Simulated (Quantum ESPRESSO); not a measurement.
# SiC (Moissanite 3C): the LO frequency by hand

Wanted: the LO mode of SiC (Moissanite 3C) from the TO mode and the field response.

Calculated with Quantum ESPRESSO 7.5; DFT LDA, scalar-relativistic, plane waves, PseudoDojo norm-conserving pseudopotentials.

**1. Set-up**

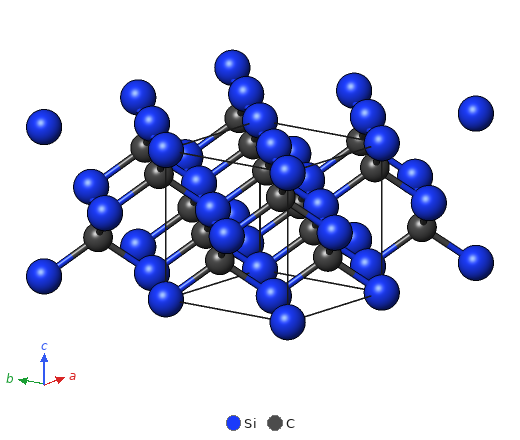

The cell as given, from a free direction (silicon blue, carbon dark grey). 2×2×1 cells are drawn. This picture shows the conventional cell, with its axes. Bonds to atoms that aren't drawn are left out. Some periodic images of atoms are drawn too.

Structure file:

```xyz
2
Lattice="-2.1628 0.0000 2.1628 0.0000 2.1628 2.1628 -2.1628 2.1628 0.0000" Properties=species:S:1:pos:R:3 pbc="T T T"
Si    0.0000    0.0000    0.0000
C    -1.0814    1.0814    1.0814
```

This is the cell after its relaxation at this level of theory, not the database cell from which that began.

**2. What the response run gave**

A linear-response run on the relaxed cell, with the response to an electric field; only its zone-centre results are used. Cutoff 82 Ry, k mesh 12×12×12.

The log of the run:

```text
[banners, grids, parts of the stress and lines that vanish by symmetry left out]
Program PHONON v.7.5
     Reading xml data from directory:

[...]
Exchange-correlation= PW
                           (   1   4   0   0   0   0   0)
[...]
kinetic-energy cut-off    =      82.0000  Ry
     charge density cut-off    =     328.0000  Ry
     convergence threshold     =      1.0E-18
[...]
Exchange-correlation= PW
                           (   1   4   0   0   0   0   0)
[...]
q = (   0.0000000   0.0000000   0.0000000 )
     25 Sym.Ops. (with q -> -q+G )
     G cutoff =  277.5686  (  13731 G-vectors)     FFT grid: ( 36, 36, 36)
     number of k points=    72
[...]
Mode symmetry, T_d (-43m)  point group:
[...]
Dielectric constant
[...]
End of electric fields calculation
          Dielectric constant in cartesian axis
          (       6.878969137      -0.000000000      -0.000000000 )
          (      -0.000000000       6.878969137       0.000000000 )
          (      -0.000000000      -0.000000000       6.878969137 )
          Effective charges (d Force / dE) in cartesian axis without acoustic sum rule applied (asr)
           atom    1  Si    Mean Z*:        2.72194
      Ex  (        2.72194        0.00000       -0.00000 )
      Ey  (        0.00000        2.72194        0.00000 )
      Ez  (       -0.00000        0.00000        2.72194 )
           atom    2  C     Mean Z*:       -2.72340
      Ex  (       -2.72340        0.00000        0.00000 )
      Ey  (       -0.00000       -2.72340       -0.00000 )
      Ez  (        0.00000       -0.00000       -2.72340 )
          Effective charges Sum: Mean:       -0.00146
[...]
Effective charges (d Force / dE) in cartesian axis with asr applied:
           atom    1  Si    Mean Z*:        2.72267
[...]
atom    2  C     Mean Z*:       -2.72267
[...]
Representation #   1 modes #   1   2   3
[...]
End of self-consistent calculation
     Convergence has been achieved
     Representation #   2 modes #   4   5   6
[...]
End of self-consistent calculation
     Convergence has been achieved
[...]
Dielectric constant in cartesian axis
          (       6.878969137      -0.000000000      -0.000000000 )
          (      -0.000000000       6.878969137       0.000000000 )
          (      -0.000000000      -0.000000000       6.878969137 )
          Effective charges (d Force / dE) in cartesian axis without acoustic sum rule applied (asr)
           atom    1  Si    Mean Z*:        2.72194
      Ex  (        2.72194        0.00000       -0.00000 )
      Ey  (        0.00000        2.72194        0.00000 )
      Ez  (       -0.00000        0.00000        2.72194 )
           atom    2  C     Mean Z*:       -2.72340
      Ex  (       -2.72340        0.00000        0.00000 )
      Ey  (       -0.00000       -2.72340       -0.00000 )
      Ez  (        0.00000       -0.00000       -2.72340 )
          Effective charges Sum: Mean:       -0.00146
[...]
Effective charges (d Force / dE) in cartesian axis with asr applied:
           atom    1  Si    Mean Z*:        2.72267
[...]
atom    2  C     Mean Z*:       -2.72267
[...]
q = (    0.000000000   0.000000000   0.000000000 )
[...]
freq (    1) =       0.018980 [THz] =       0.633097 [cm-1]
     freq (    2) =       0.018980 [THz] =       0.633097 [cm-1]
     freq (    3) =       0.018980 [THz] =       0.633097 [cm-1]
     freq (    4) =      23.926911 [THz] =     798.115855 [cm-1]
     freq (    5) =      23.926911 [THz] =     798.115855 [cm-1]
     freq (    6) =      23.926911 [THz] =     798.115855 [cm-1]
[...]
Mode symmetry, T_d (-43m)  point group:
     freq (   1-   3) =          0.6  [cm-1]   --> T_2  G_15 P_4   I+R
     freq (   4-   6) =        798.1  [cm-1]   --> T_2  G_15 P_4   I+R

   JOB DONE.
```

```csv
quantity,value
cell volume Ω (Å³),20.234
mass of Si (u),28.085
mass of C (u),12.011
"Born charge of Si, raw (e)",2.722
"Born charge of C, raw (e)",-2.723
ε∞,6.879
ω(TO) after the sum rule (cm⁻¹),798.1
```

**3. The calculation**

The charges must sum to zero over the cell; taking off their mean, -0.001 e, leaves Z* = 2.723 e on Si. In the polar mode Si moves against C, so the reduced mass is μ = 28.09 × 12.01 / 40.10 = 8.413 u.

A longitudinal wave builds up a field that adds to the restoring force: ω(LO)² = ω(TO)² + 4π Z*² / (μ Ω ε∞), in Hartree atomic units. With μ = 15336 electron masses and Ω = 136.54 bohr³ the second term is 6.4668e-06 Ha², or 311498 cm⁻² (1 Ha = 219474.6 cm⁻¹).

So ω(LO) = √(636980 + 311498) = 973.9 cm⁻¹, and by the Lyddane-Sachs-Teller relation ε₀ = ε∞ (ω(LO)/ω(TO))² = 10.24.

**4. Check against the program**

The analysis program adds the same non-analytic term to the full matrix, here for q along (1 0 0).

The log of the run:

```text
[banner, memory and clock lines left out]
Program DYNMAT v.7.5

     Reading Dynamical Matrix from file g.dyn
     ...Force constants read
     ...epsilon and Z* read

     Polarizability (A^3 units)
     multiply by 0.337877 for Clausius-Mossotti correction
         9.465948   -0.000000   -0.000000
        -0.000000    9.465948   -0.000000
        -0.000000    0.000000    9.465948

     IR activities are in (D/A)^2/amu units

# mode   [cm-1]    [THz]      IR
    1     -0.00   -0.0000    0.0000
    2     -0.00   -0.0000    0.0000
    3      0.00    0.0000    0.0000
    4    798.11   23.9269   20.3285
    5    798.11   23.9269   20.3285
    6    973.90   29.1969   20.3285
```

ε₀ comes from the program's run without a direction of q.

```csv
quantity,by hand,program
ω(LO) (cm⁻¹),973.9,973.9
ε₀,10.24,10.24
```

**5. Summary of results**

```json
{
  "TO mode": "798.1 cm⁻¹",
  "LO mode": "973.9 cm⁻¹",
  "static dielectric constant": "10.24"
}
```

**Reading.** The LO mode of SiC (Moissanite 3C) lies at 974 cm⁻¹, 176 cm⁻¹ above the TO mode; the formula meets the program within 0.1 cm⁻¹, as it must for a cubic crystal with one polar mode. ω(LO)² − ω(TO)² goes with Z*²/ε∞: an error of 5 % in ε∞ would move the LO mode by 7.6 cm⁻¹, and semilocal functionals tend to overestimate ε∞. These are harmonic values at zero temperature, at the volume of this functional, for the structure held cubic; stability elsewhere in the zone is no part of this calculation.

[Host names and launcher messages were left out of these logs when they were recorded.]

[Logs are printed without paths, hosts, clocks, repeated set-up lines and the standing remarks that a program may print on its own settings, such as how far it seeks lower states.]

[Hosts, paths, dates, database ids (printed as entryN), source tags and the programs' standing remarks are cut or masked in the printed files.]
